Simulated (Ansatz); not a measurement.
# CoO (I4/mmm): exchange couplings and spin waves

Aim: map the magnet CoO (I4/mmm) on a Heisenberg model by the force theorem, and read spin waves, ordering temperature and anisotropy.

Method: DFT LDA+U (U_eff = 4.3 eV on Co 3d), scalar-relativistic, plane waves, PAW, in Ansatz 0.2.0.

2 further runs of the same task are left out: 1 that didn't finish, 1 set aside as unsound or not needed. Runs told in other sessions of the task aren't counted.

## Step 1: The system as given

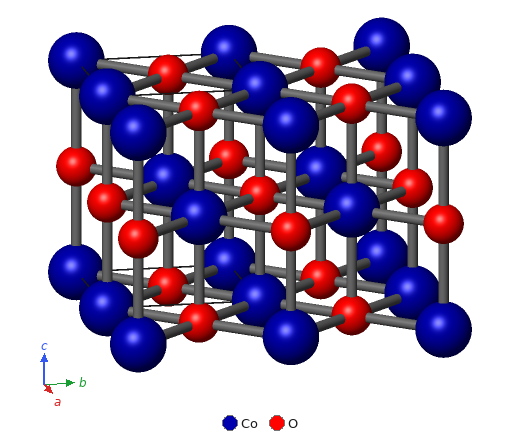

Start, viewed slightly off an axis; cobalt blue, oxygen red. 2×2×1 cells are drawn. Atoms on the faces are drawn again on the opposite ones. The cell drawn here is the conventional one.

Coordinates:

```cif
data_structure
_symmetry_space_group_name_H-M 'P 1'
_symmetry_Int_Tables_number 1
_cell_length_a 2.9981
_cell_length_b 2.9981
_cell_length_c 2.9981
_cell_angle_alpha 119.605
_cell_angle_beta 119.605
_cell_angle_gamma 90.686
_cell_volume 19.17
loop_
_atom_site_label
_atom_site_type_symbol
_atom_site_fract_x
_atom_site_fract_y
_atom_site_fract_z
_atom_site_occupancy
Co1 Co 0.00000 0.00000 0.00000 1
O1 O 0.50000 0.50000 0.00000 1
```

The cell is the deposited one, not relaxed. At LDA+U (U_eff = 4.3 eV on Co 3d), an earlier run found -5.76 GPa for this cell of 9.584 Å³/atom (10×10×10 mesh), mesh gap 1.23 eV, spin moments in the atoms' spheres Co 2.58; O 0.24 μB. The cell is stretched at this level.

## Step 2: Exchange couplings, spin waves and anisotropy by the force theorem

Input file input.yaml:

```yaml
crystal:
  lattice:
    - [-1.5080004431, 1.5080004431, 2.1072503604]
    - [1.5080004431, -1.5080004431, 2.1072503604]
    - [1.5080004431, 1.5080004431, -2.1072503604]
  atoms:
    - { symbol: Co, position: [0.0, 0.0, 0.0], spin: 2.84 }
    - { symbol: O, position: [0.5, 0.5, 0.0] }
basis:
  ecutwfc: 420
  ecutrho_ratio: 4
kpoints:
  mp_grid: { grid: [10, 10, 10] }
  band_path:
    path:
      - [[0.0, 0.0, 0.0], [0.0, 0.0, 0.5], [0.25, 0.25, 0.25], [0.0, 0.5, 0.0], [0.0, 0.0, 0.0], [0.5, 0.5, -0.5], [0.37802968, 0.62197032, -0.37802968]]
      - [[-0.37802968, 0.37802968, 0.37802968], [0.0, 0.0, 0.0]]
      - [[0.0, 0.0, 0.5], [-0.25605937, 0.25605937, 0.5]]
      - [[0.5, 0.5, -0.25605937], [0.5, 0.5, -0.5]]
    npoints: 6
hamiltonian:
  xc: lda
  hubbard: { sites: [{ species: Co, l: d, u_eff: 4.3 }] }
scf:
  occupations: { method: gaussian, width: 0.05 }
  lower_state_search: "off"
output:
  forces: true
  stress: true
  eigenvalues: true
  populations: true
  hubbard: { sites: [{ species: Co, l: d }] }
  eigenstates:
    nscf_kmesh: { grid: [10, 10, 10] }
    top_band: c28
    exchange_couplings: { magnetic: [{ site: 0 }] }
    magnetocrystalline_anisotropy: {}
magnetization:
  spin_polarized: true
checkpoint:
  read: start.run
  write: ck
  compress: false
  write_wavefunctions: false
  write_every: 100000
```

The run starts from a saved state of the same cell, the folder start.run.

Launch:

```console
ansatz run input.yaml --threads 4 --pin off --max-ram 9216MiB --backend cpu --events-out ev --progress --plain --runs-dir out
```

Output:

```text
Warning: checkpoint.read: spin seed differs: saved 3457282e9df6…, current 1ff135ddcae4…; the loaded state replaces the seed-built initial guess (but the starting_ns of a DFT+U solve that opens without the state's occupation matrices), so the run may converge into the producing seed's basin, or, where the symmetry group that follows from this deck's starting moments and starting_ns does not hold the saved magnetisation, lose that magnetisation at its first build. Where atoms have moved since the state was saved, this difference can also decide whether moments are moved with them. A self-consistent run of this deck without the state starts from its starting moments and, under a DFT+U term, its starting_ns
checkpoint.read: the saved state is not known to keep all of this run's symmetry; the run is made under 4 of its 16 symmetry operations, on 282 k-points of its mesh in the place of 102
Warning: RAYON_NUM_THREADS=4 ignored (pool sized by the plan → 4); use --threads N
Co: projections on atomic orbitals take those of the free atom [Ne] 3s2 3p6 3d7 4s2, of charge +0.00 (hamiltonian.pseudopotentials.projection_atoms); the dataset's partial waves leave at most 1.4e-6 of an orbital's norm unspanned inside its sphere
O: projections on atomic orbitals take those of the free atom [He] 2s2 2p4, of charge +0.00 (hamiltonian.pseudopotentials.projection_atoms); the dataset's partial waves leave at most 1.9e-8 of an orbital's norm unspanned inside its sphere
Engine: ansatz 0.2.0, x86_64-unknown-linux-gnu
Pseudopotentials: kind: paw
Pseudopotential: Co, paw, valence charge 17, recommended cutoff 420 eV (normal), Co.paw.azcp
Pseudopotential: O, paw, valence charge 6, recommended cutoff 420 eV (normal), O.paw.azcp
Functional definition: SPW92
  exchange = slater_x
  correlation = pw_c
Crystal: 2 atoms, lattice volume = 19.168 Å³
Basis set: ecut = 420 eV, 339 PW (Γ)
Bands: 17, of which v1, the nominal top of the filled ones, is band 12 counted from 1 (11 counted from 0)
Symmetry: 4 space group operations
k-points: 282 of 1000
Non-local potential: Co, projectors of the file, l = 0: 3, l = 1: 2, l = 2: 3, l = 3: 1
Non-local potential: O, projectors of the file, l = 0: 2, l = 1: 2, l = 2: 1
PAW form: soft (Blöchl's): semilocal exchange-correlation on the pseudo side does not see the compensation charge
PAW frozen core: Co, regenerated for the run's functional, and the local potential with it (the file was generated under x = pbe(κ = 0.804, μ = 0.2195149727645171), c = pbe(β = 0.06672455060314922))
PAW frozen core: O, regenerated for the run's functional, and the local potential with it (the file was generated under x = pbe(κ = 0.804, μ = 0.2195149727645171), c = pbe(β = 0.06672455060314922))
PAW one-centre angular grid: Co, 590 points (default); XC on 64 Gauss nodes
PAW one-centre angular grid: O, 110 points (default); XC on 64 Gauss nodes
Initial density: read from a saved state, or passed on in memory by an earlier SCF of this step, an earlier step, the calling program or the single point that the run made first
Starting moments: Σ|m| = 2.84 μB on 1 of 2 sites; this step starts from the density that it was given
Initial wavefunctions: pseudopotential atomic-orbital guess
Functional: x = slater, c = lda
iter 1 solved again at ethr=1.04e-8 eV; its pass at ethr=3.10e-3 eV (dr2=2.40e-6 eV) is discarded
SCF iter   1: F=—  HF=-5615.105101 eV  |F-HF|=—  |Δ(HF+E_count)|=         —  Δρ=2.29e-5 (↑2.07e-5 ↓2.29e-5)  dr2=8.52e-8  dr2_m=3.98e-8  M=3.000 μB ∫|m|=3.005 μB  β_m=0.30  ethr=1.04e-8  ⟨swp⟩=3.1  Hψ=70828  notcnv=0
preconditioner: auto → none  [insulator: Δε(μ)=1.232 eV  Ē_g=14.862 eV  σ=0.050 eV  W_gap=1.00  n_scr=8 (ndim 8)  ℏωp=32.8 eV  f_vac=0.000  D(μ)=0.00/eV (n_scr^D=0)  ε∞_Penn≈5.9]
SCF iter   2: F=-5615.105101 eV  HF=-5615.105101 eV  |F-HF|=9.17e-9  |Δ(HF+E_count)|=   1.46e-9  Δρ=1.33e-5 (↑1.33e-5 ↓1.21e-5)  dr2=1.47e-8  dr2_m=2.09e-8  M=3.000 μB ∫|m|=3.005 μB  ethr=3.71e-10  ⟨swp⟩=5.9  Hψ=38062  notcnv=0
SCF 1 converged in 2 iterations: F = -5615.105101 eV  dr2 = 1.47e-8
NSCF: frozen V_eff on 58 k-points
NSCF: frozen V_eff on 282 k-points
Magnetocrystalline anisotropy: 0 of 282 k-points coupled
Magnetocrystalline anisotropy: 64 of 282 k-points coupled
Magnetocrystalline anisotropy: 128 of 282 k-points coupled
Magnetocrystalline anisotropy: 192 of 282 k-points coupled
Magnetocrystalline anisotropy: 256 of 282 k-points coupled
Magnetocrystalline anisotropy: 282 of 282 k-points coupled
WARN: output.eigenstates.magnetocrystalline_anisotropy: its error can be most of it. The directions' energies differ by 1.46e-1 eV, and taking the induced magnetisation to first order in the spin–orbit coupling leaves an estimated error of 3.43e0 eV. Compare self-consistent runs with magnetization.spin_orbit
Exchange couplings: 0 of 2 parts done
Exchange couplings: 1 of 2 parts done
Exchange couplings: 0 of 10 parts done
Exchange couplings: 1 of 10 parts done
Exchange couplings: 2 of 10 parts done
Exchange couplings: 3 of 10 parts done
Exchange couplings: 4 of 10 parts done
Exchange couplings: 5 of 10 parts done
Exchange couplings: 6 of 10 parts done
Exchange couplings: 7 of 10 parts done
Exchange couplings: 8 of 10 parts done
Exchange couplings: 9 of 10 parts done
SCF converged after 2 iterations
Magnetization: 3.0000 μB (13.0000 up, 10.0000 down)
Absolute magnetization: 3.0034 μB (∫|ρ↑−ρ↓|, with the PAW one-centre terms)
Spin contamination: 0.0034 ħ² per cell (⟨S²⟩ above its minimum at these occupations)
Per-site moments (μB) at R_I (Å): [(2.580273365243989, 0.8692407736650001), (0.24052675700879028, 0.8692407736650001)]
Free energy (F): -5615.105101 eV
Harris-Foulkes:  -5615.105101 eV  (|F-HF|=9.17e-9)
Internal energy: -5615.105101 eV  (E = F + TS)
E sigma→0 (E₀):  -5615.105101 eV
Fermi energy:    13.801410 eV
--- Per-component energies (eV) ---
  E_band       = -322.068637
  E_kinetic    = 616.255340
  E_local      = -3422.048416  (includes V_loc(G=0)·N_el)
  E_nonlocal   = 520.454628
  E_hartree    = 1398.854627
  E_xc         = -225.798904
  E_vxc        = -292.209330  (∫ρ·V_xc dr)
  E_hubbard    = 0.694894  (on-site DFT+U / exact-exchange correction)
  E_vhub       = -14.293820  (the Hubbard potential's part of the band-sum identity)
  E_paw        = -1602.045361  (= ΣΔE_a)
  E_vpaw       = -527.940829  (= ΣTr[D̂ρ^β])
  E_aug_tail   = 0.002501  (compensation charges beyond the density's cutoff)
  E_ewald      = -2901.989582
  E_core_change = 0.515172  (= ΣΔE_core)
  E_smearing   = -0.000000  (= −TS)
  E_closure    = -0.000000  (closes the sum)
  Σ components = -5615.105101   (vs F -5615.105101, Δ=0.00e0)
--- Forces (eV/Å), atoms counted from 1 ---
  atom   1  Co     0.00000000     0.00000000     0.00000000
  atom   2  O      0.00000000     0.00000000     0.00000000
  max |Σ_I F_I| component: 0.00e0 eV/Å
--- Stress (GPa, compression-positive) ---
       -6.806005       0.000000      -0.518864
        0.000000      -5.890076       0.000000
       -0.518916       0.000000      -4.585470
  P = ⅓ Tr σ = -5.7605 GPa (-57.605 kbar)
--- Band table (eV; the first three rows and the last of 564) ---
  k-point 0 ↑: bands = ["-82.7045", "-46.9412", "-46.0935", "-46.0166", "-6.1299", "7.3730", "8.0645", "8.0659", "8.5224", "8.5559", "10.7577", "10.8094", "10.8344", "14.6544", "30.1616", "31.2830", "31.5954"]
  k-point 1 ↑: bands = ["-82.7041", "-46.9433", "-46.0954", "-46.0191", "-5.9846", "7.3441", "7.4483", "8.0981", "8.4486", "8.4964", "10.7888", "10.8147", "10.8919", "15.6325", "28.4622", "30.4149", "30.6343"]
  k-point 2 ↑: bands = ["-82.7029", "-46.9487", "-46.1003", "-46.0255", "-5.6259", "6.4556", "7.2905", "8.1844", "8.3074", "8.4488", "10.7568", "10.7731", "10.9458", "17.5625", "26.8870", "27.4893", "29.3485"]
  k-point 281 ↓: bands = ["-79.6085", "-43.6570", "-43.2588", "-43.2093", "-4.1433", "7.2973", "9.7342", "9.9138", "9.9228", "11.5440", "15.1258", "15.3649", "15.7245", "20.1040", "24.0652", "25.9064", "29.7827"]
Occupation matrices written to <dir>
--- Löwdin populations: 2 sites ---
  site symbol       q [e]    m [muB]
     0     Co     15.8280     2.6834
     1      O      7.0391     0.3117
  spilling = 0.005782 (of n_electrons = 23.000000)
--- Occupation matrices: 1 shell (run DFT+U table (all-electron-ortho-atomic); ε = 3.00e-3) ---
  Co0 d_3D: site group D4h (4/mmm)
  Co0 d_3D up     Tr n = 4.9887  λ = 0.996 0.997 0.998 0.998 0.999  [5× z2 0.20 (T2g 0.60) Eg(0.40)]
  Co0 d_3D dn     Tr n = 2.3060  λ = 0.053 0.135 0.141 0.988 0.989  [xz 0.70 (T2g 1.00) Eg(0.70) | xy 0.97 (Eg 0.97) B2g(0.97) | z2 0.97 (Eg 0.97) A1g(0.97) | 2× yz 0.48 (T2g 0.97) Eg(0.63)]
  Tr n, λ and their labels are of the run-group-symmetrised matrices; stabiliser: 4 of 32 elements of G0×{1,Θ} (closed), max defect 1.1e-15 at τ = 6.4e-4
```

Run time: 70 s. Hardware: 4 threads of Intel Xeon 6975P-C (Granite Rapids), shared host; peak memory 0.91 GiB.

This gives: volume 9.584 Å³/atom, pressure -5.76 GPa, gap on the mesh 1.23 eV, spin moments in the atoms' spheres Co 2.58; O 0.24 μB.

The couplings, shell by shell. The energy is minus the sum of J e_i·e_j over ordered pairs of unit vectors, so each pair counts twice and positive J favours parallel moments:

```tsv
atom	partner	distance (Å)	neighbours	J (meV)
Co1	Co1	3.00	4	0.695
Co1	Co1	3.00	4	2.150
Co1	Co1	3.02	2	1.955
Co1	Co1	3.02	2	0.719
Co1	Co1	4.21	2	-11.583
Co1	Co1	4.26	4	-11.240
Co1	Co1	5.18	4	0.041
Co1	Co1	5.18	2	0.030
Co1	Co1	5.18	2	0.039
Co1	Co1	5.21	4	0.039
Co1	Co1	5.21	4	0.048
Co1	Co1	5.21	4	0.029
Co1	Co1	5.21	4	0.041
Co1	Co1	6.00	4	-0.162
```

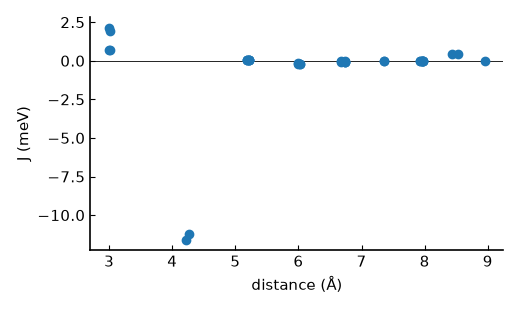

Exchange coupling against distance.

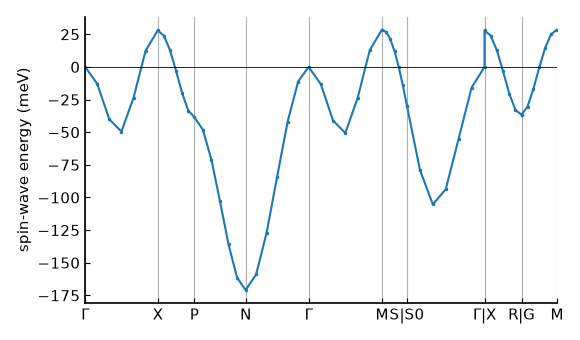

Adiabatic spin waves along the path; negative energies mark an unstable state.

Anisotropy by the force theorem, counted from the first direction:

```tsv
direction	energy (meV/cell)	spread over meshes (meV/cell)
(-0.58, 0.00, 0.81)	0.0000	0.000
(0.81, 0.00, 0.58)	-145.5365	0.728
(0.00, 1.00, 0.00)	-39.2962	0.845
(0.16, 0.00, 0.99)	-99.2776	0.254
(-0.99, 0.00, 0.16)	-107.0240	0.270
(0.18, 0.80, 0.57)	-72.0556	0.717
```

## Step 3: Outcome

```
                       quantity                                 value
                strongest shell  Co–Co at 4.26 Å, J = -11.240 meV × 4
  highest spin wave on the path                              28.6 meV
mean-field ordering temperature      589 K at q = (0.00, -0.50, 0.00)
                     anisotropy                          not resolved
```

What this shows: The shell that weighs most is Co–Co at 4.26 Å and favours opposed moments. A spin-wave branch goes negative, so this collinear order is unstable against turning the moments. Mean-field theory leaves out fluctuations and tends to put the ordering too high. The program gives no random-phase temperature (state not lowest). The couplings belong to the order typed, which need not be the compound's real one. The anisotropy, 145.5365 meV per cell, is doubted by the run, so no easy axis is named. Open d and f shells can converge to several self-consistent states; these numbers belong to the ones reached here.
